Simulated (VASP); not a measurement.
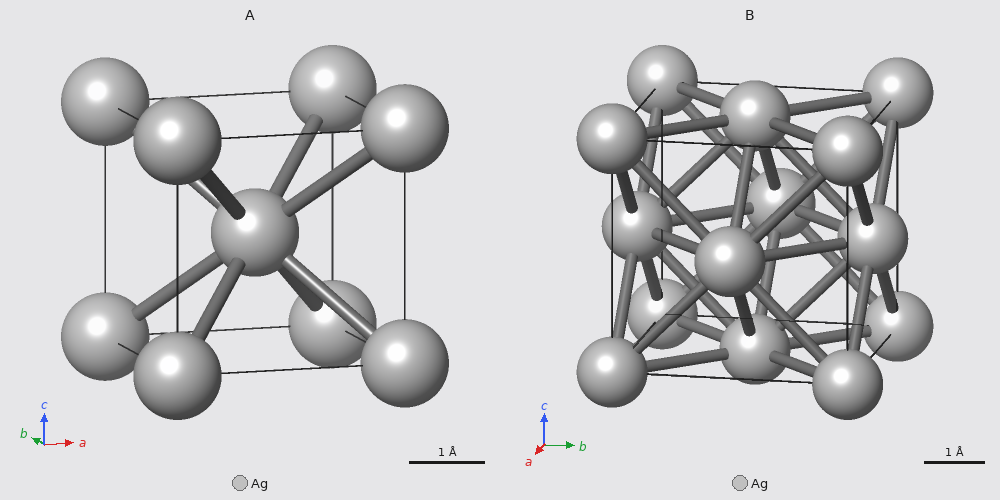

Two structures of Ag, each relaxed (cell and atoms) at zero pressure; conventional cells in solid outline, small ones repeated, each panel with its own scale. Alike in all runs: VASP 6.6.1; functional PBEsol; VASP's PAW PBE potentials, release 64 (Ag); cutoff 600 eV; occupations gaussian, width 0.1 eV; no spin polarisation; no spin-orbit coupling. The k meshes have like spacings.

**Name the structure in each panel.**

A: body-centred cubic (W type), Im-3m; B: face-centred cubic (Cu type), Fm-3m.

**Rank them by energy, lowest first.**

B, then A (+46 meV/atom), static energies at zero smearing.

**Collect the results in a table.**

| panel | space group | E − E(lowest) (meV/atom) | volume (Å³/atom) |
| --- | --- | --- | --- |
| B | Fm-3m | 0 | 16.6 |
| A | Im-3m | 46 | 16.7 |

The starts are database entries or structure types tried for this composition, and the most stable form need not be among them. Approximate functionals can misorder forms that lie within a few tens of meV/atom, as they do the rutile and anatase forms of TiO₂.
